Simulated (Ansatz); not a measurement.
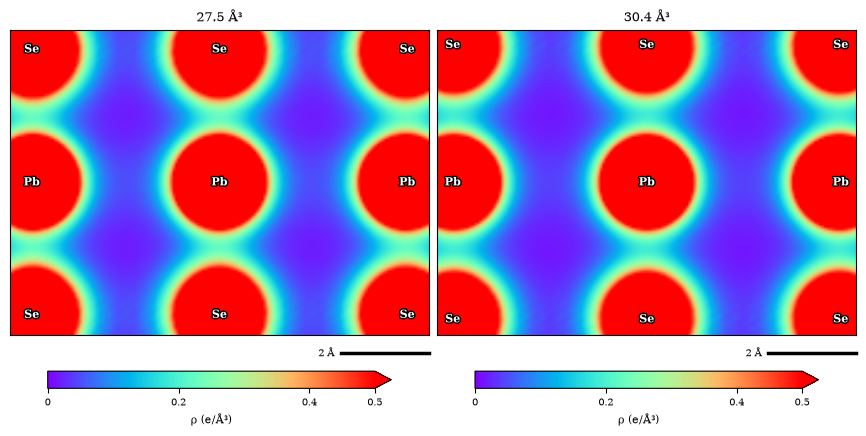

PbSe. The valence pseudo-density of cells scaled evenly to different volumes (given per atom above each panel), on the (11̄0) plane of each (indices in the axes of the cell below), at one length scale and on one colour scale.

Computed with Ansatz, Kohn-Sham DFT of a periodic cell, rPW86-PBE, Ansatz PAW.

The density is the valence pseudo-density of a PAW calculation; it isn't the true density close to the nuclei.

The largest cell:

```cif
data_structure
_symmetry_space_group_name_H-M 'P 1'
_symmetry_Int_Tables_number 1
_cell_length_a 4.4133
_cell_length_b 4.4133
_cell_length_c 4.4133
_cell_angle_alpha 60.000
_cell_angle_beta 60.000
_cell_angle_gamma 60.000
_cell_volume 60.78
loop_
_atom_site_label
_atom_site_type_symbol
_atom_site_fract_x
_atom_site_fract_y
_atom_site_fract_z
_atom_site_occupancy
Pb1 Pb 0.00000 0.00000 0.00000 1
Se1 Se 0.50000 0.50000 0.50000 1
```

| volume (Å³/atom) | Pb–Se contact in the plane (Å) | ρ at its midpoint (e/Å³) | pressure (GPa) | 
| --- | --- | --- | --- |
| 27.52 | 3.019 | 0.225 | 8.3 | 
| 28.67 | 3.061 | ? | ? | 
| 30.39 | 3.121 | 0.190 | 2.0 | 

Q: Estimate the missing row, and compare with the calculation.

A: Over the known rows ln ρ falls by 1.66 per Å of Pb–Se distance (the line through the two), which gives 0.210 e/Å³ at 3.061 Å; the calculation gives 0.211 e/Å³. For the pressure, a straight line in volume between the neighbouring rows gives 5.8 GPa; the calculation gives 5.4, lower because pressure rises ever faster on compression.
